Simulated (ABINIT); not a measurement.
**Cl: phonon calculation (part 3 of 3)**

Continued. System: Cl (4 atoms in the cell). Method: Kohn-Sham DFT of a periodic cell, PBE, PseudoDojo NC SR PBE v0.4.1 standard, no spin polarisation (ABINIT 10.8.3); cutoff 789.13 eV, 6×6×4 k-mesh, fixed occupations. The structure derives from an entry of the Crystallography Open Database.

Geometry of the input (Å; fractional positions):
```
3.1450  -2.2500  0.0000
3.1450  2.2500  0.0000
0.0000  0.0000  8.2100
Cl 0.3700  0.6300  0.4000
Cl 0.1300  0.8700  0.9000
Cl 0.6300  0.3700  0.6000
Cl 0.8700  0.1300  0.1000
```

## Output, continued
```
 At SCF step   13       vres2   =  4.28E-09 < tolvrs=  1.00E-08 =>converged.
-open ddk wf file :runo_DS2_1WF13
-open ddk wf file :runo_DS2_1WF14
-open ddk wf file :runo_DS2_1WF15
================================================================================

 ----iterations are completed or convergence reached----

 Mean square residual over all n,k,spin=   17.502E-15; max=  93.060E-15

 2DEtotal=    0.1300705819E+01 Ha. Also 2DEtotal=    0.353940084366E+02 eV
    (2DErelax=   -6.5714958889E+02 Ha. 2DEnonrelax=    6.5845029471E+02 Ha)
    (  non-var. 2DEtotal :    1.3007019872E+00 Ha)

--------------------------------------------------------------------------------
 Perturbation wavevector (in red.coord.)   0.000000  0.000000  0.000000
 Perturbation : displacement of atom   1   along direction   3
 Found     2 symmetries that leave the perturbation invariant.
 symkpt : the number of k-points, thanks to the symmetries,
 is reduced to    47 .

--------------------------------------------------------------------------------

--------------------------------------------------------------------------------

 Initialisation of the first-order wave-functions :
  ireadwf=   0

--- !BeginCycle
iteration_state: {dtset: 3, }
solver: {iscf: 7, nstep: 80, nline: 4, wfoptalg: 0, }
tolerances: {tolvrs: 1.00E-08, }
...

     iter   2DEtotal(Ha)        deltaE(Ha) residm    vres2
-ETOT  1   34.922870091540     -2.951E+03 5.386E+00 8.645E+03
 ETOT  2   29.198413985882     -5.724E+00 8.203E-02 7.497E+03
 ETOT  3   27.726417044513     -1.472E+00 4.622E-03 7.866E+02
 ETOT  4   27.676703263278     -4.971E-02 1.058E-03 1.566E+02
 ETOT  5   27.657647499267     -1.906E-02 7.833E-05 1.368E+01
 ETOT  6   27.655621178190     -2.026E-03 9.182E-06 1.639E+00
 ETOT  7   27.655413976082     -2.072E-04 1.094E-06 1.918E-01
 ETOT  8   27.655379823801     -3.415E-05 5.435E-08 4.877E-03
 ETOT  9   27.655378706807     -1.117E-06 6.252E-09 2.165E-04
 ETOT 10   27.655378643242     -6.356E-08 3.546E-10 3.035E-05
 ETOT 11   27.655378631807     -1.143E-08 4.003E-11 2.632E-06
 ETOT 12   27.655378631052     -7.553E-10 3.799E-12 1.243E-07
 ETOT 13   27.655378630964     -8.777E-11 3.458E-13 1.164E-08
 ETOT 14   27.655378630962     -2.728E-12 3.774E-14 1.380E-09

 At SCF step   14       vres2   =  1.38E-09 < tolvrs=  1.00E-08 =>converged.
-open ddk wf file :runo_DS2_1WF13
-open ddk wf file :runo_DS2_1WF14
-open ddk wf file :runo_DS2_1WF15
================================================================================

 ----iterations are completed or convergence reached----

 Mean square residual over all n,k,spin=   61.136E-16; max=  37.740E-15

 2DEtotal=    0.2765537863E+02 Ha. Also 2DEtotal=    0.752541189706E+03 eV
    (2DErelax=   -2.9584629194E+03 Ha. 2DEnonrelax=    2.9861182980E+03 Ha)
    (  non-var. 2DEtotal :    2.7655387439E+01 Ha)

--------------------------------------------------------------------------------
 Perturbation wavevector (in red.coord.)   0.000000  0.000000  0.000000
 Perturbation : homogeneous electric field along direction   1
 The set of symmetries contains only one element for this perturbation.
 symkpt : not enough symmetry to change the number of k points.

--------------------------------------------------------------------------------

--------------------------------------------------------------------------------

 Initialisation of the first-order wave-functions :
  ireadwf=   0

--- !BeginCycle
iteration_state: {dtset: 3, }
solver: {iscf: 7, nstep: 80, nline: 4, wfoptalg: 0, }
tolerances: {tolvrs: 1.00E-08, }
...

     iter   2DEtotal(Ha)        deltaE(Ha) residm    vres2
-ETOT  1  -26.347761690925     -2.635E+01 1.609E+00 3.954E+05
 ETOT  2  -51.644363599318     -2.530E+01 2.265E-01 2.172E+05
 ETOT  3  -89.482879261263     -3.784E+01 3.611E-02 1.307E+04
 ETOT  4  -90.960669506383     -1.478E+00 2.333E-03 5.122E+02
 ETOT  5  -91.023954145073     -6.328E-02 1.186E-04 7.812E+01
 ETOT  6  -91.031248063151     -7.294E-03 1.573E-05 2.290E-01
 ETOT  7  -91.031318388459     -7.033E-05 1.223E-06 8.834E-02
 ETOT  8  -91.031329820430     -1.143E-05 9.273E-08 2.242E-03
 ETOT  9  -91.031330699605     -8.792E-07 8.396E-09 4.847E-04
 ETOT 10  -91.031330755538     -5.593E-08 6.902E-10 1.835E-05
 ETOT 11  -91.031330758594     -3.056E-09 4.120E-11 1.272E-06
 ETOT 12  -91.031330758827     -2.335E-10 3.910E-12 9.263E-09

 At SCF step   12       vres2   =  9.26E-09 < tolvrs=  1.00E-08 =>converged.
-open ddk wf file :runo_DS2_1WF13
-open ddk wf file :runo_DS2_1WF14
-open ddk wf file :runo_DS2_1WF15
================================================================================

 ----iterations are completed or convergence reached----

 Mean square residual over all n,k,spin=   19.212E-14; max=  39.099E-13

 2DEtotal=   -0.9103133076E+02 Ha. Also 2DEtotal=   -0.247708870176E+04 eV
    (  non-var. 2DEtotal :   -9.1031331055E+01 Ha)

--------------------------------------------------------------------------------
 Perturbation wavevector (in red.coord.)   0.000000  0.000000  0.000000
 Perturbation : homogeneous electric field along direction   3
 The set of symmetries contains only one element for this perturbation.
 symkpt : not enough symmetry to change the number of k points.

--------------------------------------------------------------------------------

--------------------------------------------------------------------------------

 Initialisation of the first-order wave-functions :
  ireadwf=   0

--- !BeginCycle
iteration_state: {dtset: 3, }
solver: {iscf: 7, nstep: 80, nline: 4, wfoptalg: 0, }
tolerances: {tolvrs: 1.00E-08, }
...

     iter   2DEtotal(Ha)        deltaE(Ha) residm    vres2
-ETOT  1  -18.992425879091     -1.899E+01 8.445E-01 2.986E+04
 ETOT  2  -24.802683375565     -5.810E+00 5.574E-02 1.705E+04
 ETOT  3  -32.507286477051     -7.705E+00 6.083E-03 1.974E+02
 ETOT  4  -32.596254311249     -8.897E-02 5.634E-04 8.267E+00
 ETOT  5  -32.601575552788     -5.321E-03 1.323E-05 4.646E-01
 ETOT  6  -32.601705186321     -1.296E-04 2.986E-06 7.801E-03
 ETOT  7  -32.601711205099     -6.019E-06 6.669E-08 1.057E-03
 ETOT  8  -32.601711652420     -4.473E-07 6.864E-09 1.255E-04
 ETOT  9  -32.601711704799     -5.238E-08 4.949E-10 4.548E-06
 ETOT 10  -32.601711707945     -3.146E-09 4.529E-11 2.718E-07
 ETOT 11  -32.601711708144     -1.987E-10 4.646E-12 2.095E-08
 ETOT 12  -32.601711708161     -1.717E-11 2.356E-13 5.117E-09

 At SCF step   12       vres2   =  5.12E-09 < tolvrs=  1.00E-08 =>converged.
-open ddk wf file :runo_DS2_1WF13
-open ddk wf file :runo_DS2_1WF14
-open ddk wf file :runo_DS2_1WF15
================================================================================

 ----iterations are completed or convergence reached----

 Mean square residual over all n,k,spin=   27.738E-15; max=  23.556E-14

 2DEtotal=   -0.3260171171E+02 Ha. Also 2DEtotal=   -0.887137769571E+03 eV
    (  non-var. 2DEtotal :   -3.2601710385E+01 Ha)
================================================================================

 ---- first-order wavefunction calculations are completed ----

 ==> Compute Derivative Database <==
 The violation of the charge neutrality conditions
 by the effective charges is as follows :
    atom        electric field
 displacement     direction
       1               1        0.000258        0.000000
       1               2        0.000000        0.000000
       1               3        0.000000        0.000000
       2               1       -0.000000        0.000000
       2               2        0.000214        0.000000
       2               3        0.000000        0.000000
       3               1        0.000000        0.000000
       3               2        0.000000        0.000000
       3               3       -0.000025        0.000000

 Effective charge tensors after
 imposition of the charge neutrality (if requested by user),
 and eventual restriction to some part :
   atom    displacement
         1         1    2.220446E-16   -2.604671E-16   -7.851484E-18
         1         2   -2.220446E-16   -2.220446E-16   -4.167826E-01
         1         3    0.000000E+00   -2.698674E-01   -8.881784E-16
         2         1   -6.661338E-16    7.814012E-16   -1.488814E-18
         2         2    6.661338E-16    6.661338E-16    4.167826E-01
         2         3    0.000000E+00    2.698674E-01    8.881784E-16
         3         1    2.220446E-16   -2.604671E-16   -2.653208E-17
         3         2   -2.220446E-16   -2.220446E-16   -4.167826E-01
         3         3    0.000000E+00   -2.698674E-01   -8.881784E-16
         4         1    2.220446E-16   -2.604671E-16    3.587238E-17
         4         2   -2.220446E-16   -2.220446E-16    4.167826E-01
         4         3    0.000000E+00    2.698674E-01    8.881784E-16
 Now, the imaginary part of the dynamical matrix is zeroed

  Dynamical matrix, in cartesian coordinates,
   if specified in the inputs, asr has been imposed
     j1       j2             matrix element
  dir pert dir pert     real part    imaginary part

   1    1   1    1         0.0064584848         0.0000000000
   1    1   1    2         0.0006063514         0.0000000000
   1    1   1    3        -0.0052285731         0.0000000000
   1    1   1    4        -0.0018362631         0.0000000000

   2    1   2    1         0.0593539237         0.0000000000
   2    1   3    1        -0.0746788594         0.0000000000
   2    1   2    2        -0.0016108757         0.0000000000
   2    1   3    2        -0.0015106364         0.0000000000
   2    1   2    3        -0.0598959941         0.0000000000
   2    1   3    3         0.0746788094         0.0000000000
   2    1   2    4         0.0021529461         0.0000000000
   2    1   3    4         0.0015106864         0.0000000000

   3    1   2    1        -0.0746786912         0.0000000000
   3    1   3    1         0.1148602533         0.0000000000
   3    1   2    2         0.0015106364         0.0000000000
   3    1   3    2        -0.0052872958         0.0000000000
   3    1   2    3         0.0746787412         0.0000000000
   3    1   3    3        -0.1124024731         0.0000000000
   3    1   2    4        -0.0015106864         0.0000000000
   3    1   3    4         0.0028295156         0.0000000000

   1    2   1    1         0.0006063514         0.0000000000
   1    2   1    2         0.0064584848         0.0000000000
   1    2   1    3        -0.0018362631         0.0000000000
   1    2   1    4        -0.0052285731         0.0000000000

   2    2   2    1        -0.0016108757         0.0000000000
   2    2   3    1         0.0015106364         0.0000000000
   2    2   2    2         0.0593539237         0.0000000000
   2    2   3    2         0.0746788594         0.0000000000
   2    2   2    3         0.0021529461         0.0000000000
   2    2   3    3        -0.0015106864         0.0000000000
   2    2   2    4        -0.0598959941         0.0000000000
   2    2   3    4        -0.0746788094         0.0000000000

   3    2   2    1        -0.0015106364         0.0000000000
   3    2   3    1        -0.0052872958         0.0000000000
   3    2   2    2         0.0746786912         0.0000000000
   3    2   3    2         0.1148602533         0.0000000000
   3    2   2    3         0.0015106864         0.0000000000
   3    2   3    3         0.0028295156         0.0000000000
   3    2   2    4        -0.0746787412         0.0000000000
   3    2   3    4        -0.1124024731         0.0000000000

   1    3   1    1        -0.0052285731         0.0000000000
   1    3   1    2        -0.0018362631         0.0000000000
   1    3   1    3         0.0064584848         0.0000000000
   1    3   1    4         0.0006063514         0.0000000000

   2    3   2    1        -0.0598959941         0.0000000000
   2    3   3    1         0.0746788094         0.0000000000
   2    3   2    2         0.0021529461         0.0000000000
   2    3   3    2         0.0015106864         0.0000000000
   2    3   2    3         0.0593539237         0.0000000000
   2    3   3    3        -0.0746788594         0.0000000000
   2    3   2    4        -0.0016108757         0.0000000000
   2    3   3    4        -0.0015106364         0.0000000000

   3    3   2    1         0.0746787412         0.0000000000
   3    3   3    1        -0.1124024731         0.0000000000
   3    3   2    2        -0.0015106864         0.0000000000
   3    3   3    2         0.0028295156         0.0000000000
   3    3   2    3        -0.0746786912         0.0000000000
   3    3   3    3         0.1148602533         0.0000000000
   3    3   2    4         0.0015106364         0.0000000000
   3    3   3    4        -0.0052872958         0.0000000000

   1    4   1    1        -0.0018362631         0.0000000000
   1    4   1    2        -0.0052285731         0.0000000000
   1    4   1    3         0.0006063514         0.0000000000
   1    4   1    4         0.0064584848         0.0000000000

   2    4   2    1         0.0021529461         0.0000000000
   2    4   3    1        -0.0015106864         0.0000000000
   2    4   2    2        -0.0598959941         0.0000000000
   2    4   3    2        -0.0746788094         0.0000000000
   2    4   2    3        -0.0016108757         0.0000000000
   2    4   3    3         0.0015106364         0.0000000000
   2    4   2    4         0.0593539237         0.0000000000
   2    4   3    4         0.0746788594         0.0000000000

   3    4   2    1         0.0015106864         0.0000000000
   3    4   3    1         0.0028295156         0.0000000000
   3    4   2    2        -0.0746787412         0.0000000000
   3    4   3    2        -0.1124024731         0.0000000000
   3    4   2    3        -0.0015106364         0.0000000000
   3    4   3    3        -0.0052872958         0.0000000000
   3    4   2    4         0.0746786912         0.0000000000
   3    4   3    4         0.1148602533         0.0000000000

  Dielectric tensor, in cartesian coordinates,
     j1       j2             matrix element
  dir pert dir pert     real part    imaginary part

   1    6   1    6         2.2599199205        -0.0000000000

   2    6   2    6         3.0274729147        -0.0000000000

   3    6   3    6         4.1856762585        -0.0000000000

  Effective charges, in cartesian coordinates,
  (from electric field response)
   if specified in the inputs, charge neutrality has been imposed
     j1       j2             matrix element
  dir pert dir pert     real part    imaginary part

   3    1   2    6        -0.2698673996         0.0000000000
   3    2   2    6         0.2698673996         0.0000000000
   3    3   2    6        -0.2698673996         0.0000000000
   3    4   2    6         0.2698673996         0.0000000000

   2    1   3    6        -0.4167825869         0.0000000000
   2    2   3    6         0.4167825869         0.0000000000
   2    3   3    6        -0.4167825869         0.0000000000
   2    4   3    6         0.4167825869         0.0000000000

  Effective charges, in cartesian coordinates,
  (from phonon response)
   if specified in the inputs, charge neutrality has been imposed
     j1       j2             matrix element
  dir pert dir pert     real part    imaginary part

   3    6   2    1        -0.4167821744         0.0000000000

   2    6   3    1        -0.2698674543         0.0000000000

   3    6   2    2         0.4167821744         0.0000000000

   2    6   3    2         0.2698674543         0.0000000000

   3    6   2    3        -0.4167821744         0.0000000000

   2    6   3    3        -0.2698674543         0.0000000000

   3    6   2    4         0.4167821744         0.0000000000

   2    6   3    4         0.2698674543         0.0000000000

  Phonon wavevector (reduced coordinates) :  0.00000  0.00000  0.00000
 Phonon energies in Hartree :
  -1.295204E-04  0.000000E+00  0.000000E+00  0.000000E+00  1.950955E-04
   2.757921E-04  3.782123E-04  4.181479E-04  4.675858E-04  5.172999E-04
   2.262650E-03  2.271903E-03
 Phonon frequencies in cm-1    :
  -2.842644E+01  0.000000E+00  0.000000E+00  0.000000E+00  4.281851E+01
   6.052937E+01  8.300801E+01  9.177285E+01  1.026232E+02  1.135342E+02
   4.965942E+02  4.986252E+02

  Phonon at Gamma, with non-analyticity in the
  direction (cartesian coordinates)  1.00000  0.00000  0.00000
 Phonon energies in Hartree :
  -1.295204E-04  0.000000E+00  0.000000E+00  0.000000E+00  1.950955E-04
   2.757921E-04  3.782123E-04  4.181479E-04  4.675858E-04  5.172999E-04
   2.262650E-03  2.271903E-03
 Phonon frequencies in cm-1    :
  -2.842644E+01  0.000000E+00  0.000000E+00  0.000000E+00  4.281851E+01
   6.052937E+01  8.300801E+01  9.177285E+01  1.026232E+02  1.135342E+02
   4.965942E+02  4.986252E+02

  Phonon at Gamma, with non-analyticity in the
  direction (cartesian coordinates)  0.00000  1.00000  0.00000
 Phonon energies in Hartree :
  -1.295204E-04  0.000000E+00  0.000000E+00  0.000000E+00  1.950955E-04
   3.161065E-04  3.782123E-04  4.181479E-04  4.675858E-04  5.172999E-04
   2.262650E-03  2.271903E-03
 Phonon frequencies in cm-1    :
  -2.842644E+01  0.000000E+00  0.000000E+00  0.000000E+00  4.281851E+01
   6.937737E+01  8.300801E+01  9.177285E+01  1.026232E+02  1.135342E+02
   4.965942E+02  4.986252E+02

  Phonon at Gamma, with non-analyticity in the
  direction (cartesian coordinates)  0.00000  0.00000  1.00000
 Phonon energies in Hartree :
   0.000000E+00  0.000000E+00  0.000000E+00  1.561752E-04  1.950955E-04
   2.757921E-04  3.782123E-04  4.181479E-04  4.675858E-04  5.172999E-04
   2.262650E-03  2.271903E-03
 Phonon frequencies in cm-1    :
   0.000000E+00  0.000000E+00  0.000000E+00  3.427649E+01  4.281851E+01
   6.052937E+01  8.300801E+01  9.177285E+01  1.026232E+02  1.135342E+02
   4.965942E+02  4.986252E+02

== END DATASET(S) ==============================================================
================================================================================

 -outvars: echo values of variables after computation  --------
            acell      1.0000000000E+00  1.0000000000E+00  1.0000000000E+00 Bohr
           etotal1    -6.5590016434E+01
           etotal2    -4.2047560503E+00
           etotal3    -3.2601711708E+01
            fcart1    -9.3296574112E-21 -1.2406118924E-03 -1.3536143199E-03
                       5.4159282561E-20  1.2406118924E-03 -1.3536143199E-03
                      -1.0847104331E-19  1.2406118924E-03  1.3536143199E-03
                       6.3641418162E-20 -1.2406118924E-03  1.3536143199E-03
            fcart3     0.0000000000E+00  0.0000000000E+00  0.0000000000E+00
                       0.0000000000E+00  0.0000000000E+00  0.0000000000E+00
                       0.0000000000E+00  0.0000000000E+00  0.0000000000E+00
                       0.0000000000E+00  0.0000000000E+00  0.0000000000E+00
            rprim      5.9431886619E+00 -4.2518837804E+00  0.0000000000E+00
                       5.9431886619E+00  4.2518837804E+00  0.0000000000E+00
                       0.0000000000E+00  0.0000000000E+00  1.5514651483E+01
           strten1    -4.1725703332E-05 -1.2718930621E-05 -5.8684144223E-06
                       0.0000000000E+00  0.0000000000E+00  0.0000000000E+00
           strten3     0.0000000000E+00  0.0000000000E+00  0.0000000000E+00
                       0.0000000000E+00  0.0000000000E+00  0.0000000000E+00
           xangst      3.1449999978E+00  5.8499999960E-01  3.2839999978E+00
                       3.1449999978E+00  1.6649999989E+00  7.3889999950E+00
                       3.1449999978E+00 -5.8499999960E-01  4.9259999967E+00
                       3.1449999978E+00 -1.6649999989E+00  8.2099999944E-01
             xred      3.7000000000E-01  6.3000000000E-01  4.0000000000E-01
                       1.3000000000E-01  8.7000000000E-01  9.0000000000E-01
                       6.3000000000E-01  3.7000000000E-01  6.0000000000E-01
                       8.7000000000E-01  1.3000000000E-01  1.0000000000E-01
 Calculation completed.
```

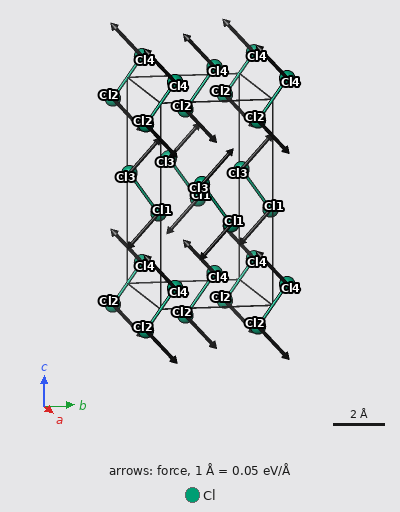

*Forces on the atoms as black arrows (ball-and-stick view of the cell 2 times as large as that of the calculation, set on its symmetry axes, seen slightly off an axis; atoms are numbered from 1 in the order of the input).*

The largest act on all 4 Cl atoms (0.09 eV/Å). The geometry is not a stationary point of this energy.

## Key numbers

| quantity | value |
| --- | --- |
| outcome | converged |
| space group (tolerance 0.01 Å) | Cmce (64) |
| electrons treated | 28 |
| free energy | −1784.7953 eV |
| Fermi energy | −0.824 eV |
| pressure | 0.59 GPa |
| largest force (length of the vector) | 0.094 eV/Å |
| ε∞ (xx, yy, zz) | 2.26, 3.03, 4.19 |
| Born charges (mean of the diagonal) | all 4 Cl atoms (0.00 e) |
| hardware | 4 threads of Intel Xeon (Granite Rapids), 96 GiB of memory available, shared host |
| wall time | 6 min (CPU time 24 min) |
| peak memory | 0.64 GiB |

## Notes

Points of doubt noted for this run: atoms not at rest.
